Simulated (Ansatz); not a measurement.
## Ta4HN4: geometry relaxation (part 1 of 3)

Ta4HN4 (slab, 9 atoms in the cell), computed with DFT r2SCAN, scalar-relativistic, plane waves, PAW, no spin polarisation (Ansatz 0.2.0).

The structure derives from an entry of the Crystallography Open Database. The input holds or restrains some coordinates. Forces given for the steps count only the free coordinates. It belongs to a series of runs on one base structure; here: H put at a hollow N-N site.

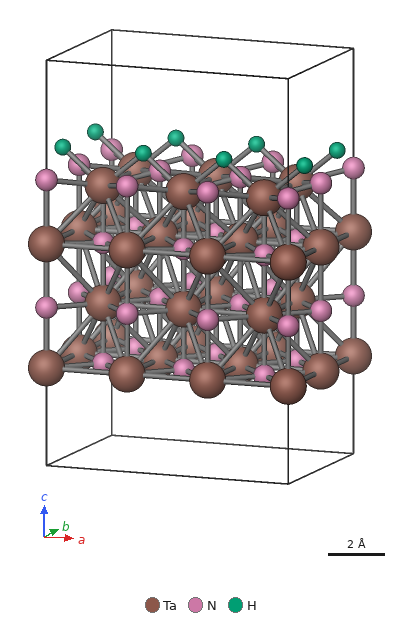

Figure 1. The structure as given in the input (ball-and-stick view of the 3 × 2 repeat of the cell, with the vacuum cut short, seen slightly off an axis). An atom can appear more than once, as a periodic image.

## The input
```yaml
crystal:
  lattice:
    - [3.1088180366, 0.0, 0.0]
    - [0.0, 3.1088180366, 0.0]
    - [0.0, 0.0, 25.5947989454]
  atoms:
    - { symbol: Ta, position: [0.0, 0.0, 0.3320987212] }
    - { symbol: "N", position: [0.5, 0.5, 0.3320987212] }
    - { symbol: Ta, position: [0.5, 0.5, 0.4179859485] }
    - { symbol: "N", position: [0.0, 0.0, 0.4179859485] }
    - { symbol: Ta, position: [0.0, 0.0, 0.5085974457] }
    - { symbol: "N", position: [0.5, 0.5, 0.5037446714] }
    - { symbol: Ta, position: [0.5, 0.5, 0.5852041044] }
    - { symbol: "N", position: [0.0, 0.0, 0.5993797773] }
    - { symbol: H, position: [1.0, 0.5, 0.63532458] }
basis:
  ecutwfc: 500
kpoints:
  mp_grid: { grid: [9, 9, 1] }
hamiltonian:
  xc: r2scan
scf:
  occupations: { method: gaussian, width: 0.1 }
output:
  forces: true
  eigenvalues: true
  write_density: true
  write_potential: true
  elf: true
  volumetric_format: npy
relax:
  adjacent_minimum: "off"
  f_tol: 0.03
  max_steps: 70
  constraints: [{ sites: [0, 1, 2, 3] }]
efield:
  axis: 3
  dipole_correction: true
  ramp_width: 0.04
```

Hardware: 2 threads of AMD EPYC (Zen 5), 176 GiB of memory available, shared host.

Run as:
```bash
ansatz run input.yaml --threads 2 --pin off --max-ram 5120MiB --backend cpu --events-out ev --progress --plain --runs-dir out
```

## Output
```
Engine: ansatz 0.2.0, x86_64-unknown-linux-gnu
Pseudopotentials: kind: paw
Pseudopotential: Ta, paw, valence charge 13, recommended cutoff 500 eV (meta_gga), Ta.paw.azcp
Pseudopotential: N, paw, valence charge 5, recommended cutoff 500 eV (meta_gga), N.paw.azcp
Pseudopotential: H, paw, valence charge 1, recommended cutoff 500 eV (meta_gga), H.paw.azcp
Functional definition: r2SCAN
  parameter k0 = 0.174
  parameter k1 = 0.065
  parameter a1 = 4.9479
  exchange = r2scan_x(k0 = k0, k1 = k1, a1 = a1)
  correlation = r2scan_c
Crystal: 9 atoms, lattice volume = 247.367 Å³
Basis set: ecut = 500 eV, 6273 PW (Γ), exchange–correlation on 96×96×768 points (64 copies of the dense FFT grid, shifted against one another)
Bands: 46, of which v1, the nominal top of the filled ones, is band 37 counted from 1 (36 counted from 0)
Symmetry: 4 space group operations
Space group: Pmm2 (ITA 25), of the structure as read, at distance tolerance 6.3e-5 Å
k-points: 25 of 81
Non-local potential: Ta, projectors of the file, l = 0: 3, l = 1: 2, l = 2: 2, l = 3: 1
Non-local potential: N, projectors of the file, l = 0: 2, l = 1: 2, l = 2: 1
Non-local potential: H, projectors of the file, l = 0: 2, l = 1: 1
PAW form: soft (Blöchl's): semilocal exchange-correlation on the pseudo side does not see the compensation charge
PAW frozen core: Ta, regenerated for the run's functional (the file was generated under x = pbe(κ = 0.804, μ = 0.2195149727645171), c = pbe(β = 0.06672455060314922))
PAW frozen core: N, regenerated for the run's functional (the file was generated under x = pbe(κ = 0.804, μ = 0.2195149727645171), c = pbe(β = 0.06672455060314922))
PAW one-centre angular grid: Ta, 590 points (default); XC on 160 Gauss nodes
PAW one-centre angular grid: N, 302 points (default); XC on 160 Gauss nodes
PAW one-centre angular grid: H, 302 points (default); XC on 160 Gauss nodes
Initial density: superposition of atomic densities (neutral atoms: chi_scale 0, normalization atom), corrected by the library's trained network
Initial wavefunctions: pseudopotential atomic-orbital guess
Functional: x = r2scan, c = r2scan; τ floored in thin density (d = 2e-4 eV/Å³)
SCF iter   1: F=—  HF=-41336.376809 eV  |F-HF|=—  |Δ(HF+E_count)|=         —  Δρ=8.45e-3  dr2=1.69e0  dr2_τ=4.50e-1  ethr=1.77e-3  p=-0.013 e·Å  D=-9.80e-3 V/Å  ΔV_dip=0.25 eV  dr2_dipole=8.75e-1  V_vac-E_F(+/−)=3.91/3.66 eV  ⟨swp⟩=9.4  Hψ=6187  notcnv=0
efield: sawtooth ramp at fractional position 0.9637 (placed from the atoms, in the widest stretch of the axis that holds none; the zero of the levels goes with the place), width 0.0400; the density the first Hamiltonian is built on has a dipole p = -0.013 e·Å; the dipole correction subtracts the counter field D = -9.80e-3 V/Å, which shifts the + side's vacuum level by +0.25 eV against the − side's; the planar-averaged density in the ramp window peaks in size at 6.9e-6 e/Å³
preconditioner: auto → LDOS  [metal: Δε(μ)=0.033 eV  Ē_g=9.745 eV  σ=0.100 eV  W_gap=0.18  n_scr=46 (ndim 8)  ℏωp=15.1 eV  f_vac=0.581  D(μ)=5.11/eV (n_scr^D=14)  β→1.0]
SCF iter   2: F=—  HF=-41336.566072 eV  |F-HF|=—  |Δ(HF+E_count)|=   1.89e-1  Δρ=2.90e-3  dr2=4.36e-2  dr2_τ=5.76e-3  ethr=1.77e-3  p=-0.049 e·Å  D=-3.61e-2 V/Å  ΔV_dip=0.92 eV  dr2_dipole=1.21e-2  V_vac-E_F(+/−)=4.39/3.47 eV  ⟨swp⟩=2.0  Hψ=1529  notcnv=0  defer=67
SCF iter   3: F=—  HF=-41336.570989 eV  |F-HF|=—  |Δ(HF+E_count)|=   4.92e-3  Δρ=1.04e-3  dr2=8.91e-3  dr2_τ=4.57e-4  ethr=5.97e-5  p=-0.044 e·Å  D=-3.23e-2 V/Å  ΔV_dip=0.83 eV  dr2_dipole=3.15e-3  V_vac-E_F(+/−)=4.39/3.56 eV  ⟨swp⟩=2.6  Hψ=2264  notcnv=0  defer=67
SCF iter   4: F=—  HF=-41336.572111 eV  |F-HF|=—  |Δ(HF+E_count)|=   1.12e-3  Δρ=3.23e-4  dr2=6.66e-4  dr2_τ=4.73e-5  ethr=1.22e-5  p=-0.046 e·Å  D=-3.33e-2 V/Å  ΔV_dip=0.85 eV  dr2_dipole=2.36e-6  V_vac-E_F(+/−)=4.42/3.56 eV  ⟨swp⟩=2.2  Hψ=1629  notcnv=0  defer=67
SCF iter   5: F=—  HF=-41336.572144 eV  |F-HF|=—  |Δ(HF+E_count)|=   3.28e-5  Δρ=1.07e-4  dr2=9.50e-5  dr2_τ=1.74e-6  ethr=9.12e-7  p=-0.045 e·Å  D=-3.29e-2 V/Å  ΔV_dip=0.84 eV  dr2_dipole=1.58e-5  V_vac-E_F(+/−)=4.43/3.58 eV  ⟨swp⟩=2.8  Hψ=1916  notcnv=0  defer=67
SCF iter   6: F=-41336.572171 eV  HF=-41336.572177 eV  |F-HF|=6.45e-6  |Δ(HF+E_count)|=   3.31e-5  Δρ=4.52e-5  dr2=1.64e-5  dr2_τ=5.08e-7  ethr=3.08e-8  p=-0.045 e·Å  D=-3.27e-2 V/Å  ΔV_dip=0.84 eV  dr2_dipole=7.51e-7  V_vac-E_F(+/−)=4.43/3.59 eV  ⟨swp⟩=26.6  Hψ=15156  notcnv=0
SCF 1 converged in 6 iterations: F = -41336.572171 eV  dr2 = 1.64e-5
  greatest PAW one-centre occupation: 0.998 electrons in one spin orbital (limit 2), on the Ta atom at site 4 (counted from 0), in its partial waves of l = 0
relax step   1: F+E_penalty+E_count = -41336.57217056 eV  Δ(F+E_penalty+E_count) = +0.000e0 eV  max|allowed force component| = 2.544e0 eV/Å  Δτ_max = 0.0000 Å  (6 SCF iters, dr2 threshold 2.25e-5 eV, accepted)
Initial density: handed on by an earlier stage of this run
Initial wavefunctions: those handed on with the density
iter 1 solved again at ethr=1.50e-3 eV; its pass at ethr=3.10e-3 eV (dr2=1.09e0 eV) is discarded
SCF iter   1: F=—  HF=-41337.205844 eV  |F-HF|=—  |Δ(HF+E_count)|=         —  Δρ=1.66e-2  dr2=1.11e0  dr2_τ=1.55e0  ethr=1.50e-3  p=-0.045 e·Å  D=-3.27e-2 V/Å  ΔV_dip=0.84 eV  dr2_dipole=1.76e-1  V_vac-E_F(+/−)=4.44/3.61 eV  ⟨swp⟩=1.5  Hψ=4845  notcnv=0  defer=36
efield: sawtooth ramp at fractional position 0.9637 (handed on by an earlier solve), width 0.0400; the density the first Hamiltonian is built on has a dipole p = -0.045 e·Å; the dipole correction subtracts the counter field D = -3.27e-2 V/Å, which shifts the + side's vacuum level by +0.84 eV against the − side's; the planar-averaged density in the ramp window peaks in size at 2.3e-6 e/Å³
preconditioner: auto → LDOS  [metal: Δε(μ)=0.039 eV  Ē_g=9.691 eV  σ=0.100 eV  W_gap=0.21  n_scr=46 (ndim 8)  ℏωp=15.1 eV  f_vac=0.574  D(μ)=5.87/eV (n_scr^D=28)  β→1.0]
SCF iter   2: F=—  HF=-41337.398769 eV  |F-HF|=—  |Δ(HF+E_count)|=   1.93e-1  Δρ=5.94e-3  dr2=1.82e-1  dr2_τ=3.18e-2  ethr=1.50e-3  p=-0.076 e·Å  D=-5.55e-2 V/Å  ΔV_dip=1.42 eV  dr2_dipole=4.17e-2  V_vac-E_F(+/−)=4.95/3.53 eV  ⟨swp⟩=3.4  Hψ=1858  notcnv=0  defer=36
SCF iter   3: F=—  HF=-41337.394765 eV  |F-HF|=—  |Δ(HF+E_count)|=   4.00e-3  Δρ=2.75e-3  dr2=3.67e-2  dr2_τ=3.67e-3  ethr=2.49e-4  p=-0.084 e·Å  D=-6.12e-2 V/Å  ΔV_dip=1.57 eV  dr2_dipole=3.76e-3  V_vac-E_F(+/−)=5.06/3.50 eV  ⟨swp⟩=2.7  Hψ=1991  notcnv=0  defer=51
SCF iter   4: F=—  HF=-41337.390151 eV  |F-HF|=—  |Δ(HF+E_count)|=   4.61e-3  Δρ=7.11e-4  dr2=1.75e-3  dr2_τ=4.92e-5  ethr=5.02e-5  p=-0.091 e·Å  D=-6.66e-2 V/Å  ΔV_dip=1.71 eV  dr2_dipole=2.03e-5  V_vac-E_F(+/−)=5.18/3.47 eV  ⟨swp⟩=2.1  Hψ=1593  notcnv=0  defer=64
SCF iter   5: F=—  HF=-41337.390274 eV  |F-HF|=—  |Δ(HF+E_count)|=   1.23e-4  Δρ=2.58e-4  dr2=3.11e-4  dr2_τ=1.14e-5  ethr=2.40e-6  p=-0.093 e·Å  D=-6.79e-2 V/Å  ΔV_dip=1.74 eV  dr2_dipole=4.09e-6  V_vac-E_F(+/−)=5.20/3.46 eV  ⟨swp⟩=3.2  Hψ=2178  notcnv=0  defer=64
SCF iter   6: F=-41337.390240 eV  HF=-41337.390260 eV  |F-HF|=2.05e-5  |Δ(HF+E_count)|=   1.31e-5  Δρ=9.26e-5  dr2=3.25e-5  dr2_τ=1.58e-6  ethr=1.37e-7  p=-0.093 e·Å  D=-6.81e-2 V/Å  ΔV_dip=1.74 eV  dr2_dipole=1.29e-6  V_vac-E_F(+/−)=5.21/3.47 eV  ⟨swp⟩=26.8  Hψ=15341  notcnv=0
SCF 2 converged in 6 iterations: F = -41337.390240 eV  dr2 = 3.25e-5
relax step   2: F+E_penalty+E_count = -41337.39023995 eV  Δ(F+E_penalty+E_count) = -8.181e-1 eV  max|allowed force component| = 2.350e0 eV/Å  Δτ_max = 0.1880 Å  (6 SCF iters, dr2 threshold 1.00e-4 eV, accepted)
iter 1 solved again at ethr=1.92e-3 eV; its pass at ethr=3.10e-3 eV (dr2=1.40e0 eV) is discarded
SCF iter   1: F=—  HF=-41337.568327 eV  |F-HF|=—  |Δ(HF+E_count)|=         —  Δρ=1.20e-2  dr2=1.36e0  dr2_τ=2.12e0  ethr=1.92e-3  p=-0.093 e·Å  D=-6.81e-2 V/Å  ΔV_dip=1.74 eV  dr2_dipole=3.81e-1  V_vac-E_F(+/−)=5.17/3.42 eV  ⟨swp⟩=1.2  Hψ=4992  notcnv=0  defer=44
efield: sawtooth ramp at fractional position 0.9637 (handed on by an earlier solve), width 0.0400; the density the first Hamiltonian is built on has a dipole p = -0.093 e·Å; the dipole correction subtracts the counter field D = -6.81e-2 V/Å, which shifts the + side's vacuum level by +1.74 eV against the − side's; the planar-averaged density in the ramp window peaks in size at 1.6e-6 e/Å³
preconditioner: auto → LDOS  [metal: Δε(μ)=0.021 eV  Ē_g=9.617 eV  σ=0.100 eV  W_gap=0.12  n_scr=46 (ndim 8)  ℏωp=15.1 eV  f_vac=0.570  D(μ)=5.45/eV (n_scr^D=16)  β→1.0]
SCF iter   2: F=—  HF=-41337.992425 eV  |F-HF|=—  |Δ(HF+E_count)|=   4.24e-1  Δρ=6.86e-3  dr2=1.29e-1  dr2_τ=2.59e-2  ethr=1.87e-3  p=-0.090 e·Å  D=-6.55e-2 V/Å  ΔV_dip=1.68 eV  dr2_dipole=4.14e-3  V_vac-E_F(+/−)=5.12/3.44 eV  ⟨swp⟩=2.7  Hψ=1750  notcnv=0  defer=47
SCF iter   3: F=—  HF=-41337.975246 eV  |F-HF|=—  |Δ(HF+E_count)|=   1.72e-2  Δρ=1.66e-3  dr2=1.20e-2  dr2_τ=1.97e-3  ethr=1.76e-4  p=-0.090 e·Å  D=-6.57e-2 V/Å  ΔV_dip=1.68 eV  dr2_dipole=8.02e-4  V_vac-E_F(+/−)=5.12/3.44 eV  ⟨swp⟩=2.5  Hψ=1967  notcnv=0  defer=73
SCF iter   4: F=—  HF=-41337.976149 eV  |F-HF|=—  |Δ(HF+E_count)|=   9.03e-4  Δρ=4.15e-4  dr2=1.37e-3  dr2_τ=8.90e-5  ethr=1.65e-5  p=-0.089 e·Å  D=-6.55e-2 V/Å  ΔV_dip=1.68 eV  dr2_dipole=4.07e-5  V_vac-E_F(+/−)=5.12/3.44 eV  ⟨swp⟩=2.3  Hψ=1793  notcnv=0  defer=84
SCF iter   5: F=—  HF=-41337.976372 eV  |F-HF|=—  |Δ(HF+E_count)|=   2.23e-4  Δρ=1.36e-4  dr2=1.29e-4  dr2_τ=6.39e-6  ethr=1.87e-6  p=-0.089 e·Å  D=-6.54e-2 V/Å  ΔV_dip=1.67 eV  dr2_dipole=4.91e-6  V_vac-E_F(+/−)=5.12/3.44 eV  ⟨swp⟩=2.2  Hψ=1775  notcnv=0  defer=84
SCF iter   6: F=-41337.976383 eV  HF=-41337.976405 eV  |F-HF|=2.17e-5  |Δ(HF+E_count)|=   3.30e-5  Δρ=4.82e-5  dr2=2.91e-5  dr2_τ=5.21e-7  ethr=1.37e-7  p=-0.089 e·Å  D=-6.52e-2 V/Å  ΔV_dip=1.67 eV  dr2_dipole=3.57e-7  V_vac-E_F(+/−)=5.11/3.44 eV  ⟨swp⟩=25.7  Hψ=15006  notcnv=0
SCF 3 converged in 6 iterations: F = -41337.976383 eV  dr2 = 2.91e-5
  greatest PAW one-centre occupation: 0.998 electrons in one spin orbital (limit 2), on the Ta atom at site 2 (counted from 0), in its partial waves of l = 0
relax step   3: F+E_penalty+E_count = -41337.97638310 eV  Δ(F+E_penalty+E_count) = -5.861e-1 eV  max|allowed force component| = 1.523e0 eV/Å  Δτ_max = 0.1949 Å  (6 SCF iters, dr2 threshold 1.00e-4 eV, accepted)
iter 1 solved again at ethr=2.22e-3 eV; its pass at ethr=3.10e-3 eV (dr2=1.62e0 eV) is discarded
SCF iter   1: F=—  HF=-41337.144152 eV  |F-HF|=—  |Δ(HF+E_count)|=         —  Δρ=1.29e-2  dr2=1.67e0  dr2_τ=5.46e0  ethr=2.22e-3  p=-0.089 e·Å  D=-6.52e-2 V/Å  ΔV_dip=1.67 eV  dr2_dipole=4.04e-1  V_vac-E_F(+/−)=5.27/3.60 eV  ⟨swp⟩=1.0  Hψ=5602  notcnv=0  defer=30
efield: sawtooth ramp at fractional position 0.9637 (handed on by an earlier solve), width 0.0400; the density the first Hamiltonian is built on has a dipole p = -0.089 e·Å; the dipole correction subtracts the counter field D = -6.52e-2 V/Å, which shifts the + side's vacuum level by +1.67 eV against the − side's; the planar-averaged density in the ramp window peaks in size at 1.4e-6 e/Å³
preconditioner: auto → LDOS  [metal: Δε(μ)=0.071 eV  Ē_g=9.430 eV  σ=0.100 eV  W_gap=0.36  n_scr=46 (ndim 8)  ℏωp=15.1 eV  f_vac=0.562  D(μ)=5.64/eV (n_scr^D=20)  β→1.0]
SCF iter   2: F=—  HF=-41338.075542 eV  |F-HF|=—  |Δ(HF+E_count)|=   9.31e-1  Δρ=4.77e-3  dr2=1.53e-1  dr2_τ=9.77e-3  ethr=2.22e-3  p=-0.092 e·Å  D=-6.71e-2 V/Å  ΔV_dip=1.72 eV  dr2_dipole=5.61e-2  V_vac-E_F(+/−)=5.27/3.56 eV  ⟨swp⟩=2.2  Hψ=1723  notcnv=0  defer=30
SCF iter   3: F=—  HF=-41338.081940 eV  |F-HF|=—  |Δ(HF+E_count)|=   6.40e-3  Δρ=1.62e-3  dr2=1.21e-2  dr2_τ=1.89e-3  ethr=2.09e-4  p=-0.089 e·Å  D=-6.48e-2 V/Å  ΔV_dip=1.66 eV  dr2_dipole=5.12e-4  V_vac-E_F(+/−)=5.18/3.52 eV  ⟨swp⟩=2.1  Hψ=1869  notcnv=0  defer=54
SCF iter   4: F=—  HF=-41338.082378 eV  |F-HF|=—  |Δ(HF+E_count)|=   4.37e-4  Δρ=4.68e-4  dr2=5.13e-3  dr2_τ=6.20e-5  ethr=1.66e-5  p=-0.088 e·Å  D=-6.40e-2 V/Å  ΔV_dip=1.64 eV  dr2_dipole=2.26e-3  V_vac-E_F(+/−)=5.17/3.53 eV  ⟨swp⟩=2.5  Hψ=1847  notcnv=0  defer=65
SCF iter   5: F=—  HF=-41338.082610 eV  |F-HF|=—  |Δ(HF+E_count)|=   2.33e-4  Δρ=1.68e-4  dr2=3.97e-4  dr2_τ=4.38e-6  ethr=7.03e-6  p=-0.087 e·Å  D=-6.36e-2 V/Å  ΔV_dip=1.63 eV  dr2_dipole=1.10e-4  V_vac-E_F(+/−)=5.16/3.53 eV  ⟨swp⟩=1.6  Hψ=1150  notcnv=0  defer=65
SCF iter   6: F=-41338.082667 eV  HF=-41338.082681 eV  |F-HF|=1.36e-5  |Δ(HF+E_count)|=   7.06e-5  Δρ=6.80e-5  dr2=2.99e-5  dr2_τ=1.52e-6  ethr=1.37e-7  p=-0.086 e·Å  D=-6.32e-2 V/Å  ΔV_dip=1.62 eV  dr2_dipole=6.29e-6  V_vac-E_F(+/−)=5.15/3.53 eV  ⟨swp⟩=25.1  Hψ=15036  notcnv=0
SCF 4 converged in 6 iterations: F = -41338.082667 eV  dr2 = 2.99e-5
  Residual-converged pass: ⟨swp⟩=1.1  Hψ=1253  notcnv=0  max |occ|·‖R‖ = 7.0e-9 eV (tolerance 1.0e-8 eV)  dr2=2.99e-5  dr2_τ=1.52e-6  dr2_onsite=1.18e-7  max |Δocc| = 3.0e-10
relax step   4: F+E_penalty+E_count = -41338.08266720 eV  Δ(F+E_penalty+E_count) = -1.063e-1 eV  max|allowed force component| = 1.715e0 eV/Å  Δτ_max = 0.1923 Å  (6 SCF iters, dr2 threshold 1.00e-4 eV, accepted)
iter 1 solved again at ethr=2.92e-3 eV; its pass at ethr=3.10e-3 eV (dr2=2.13e0 eV) is discarded
```
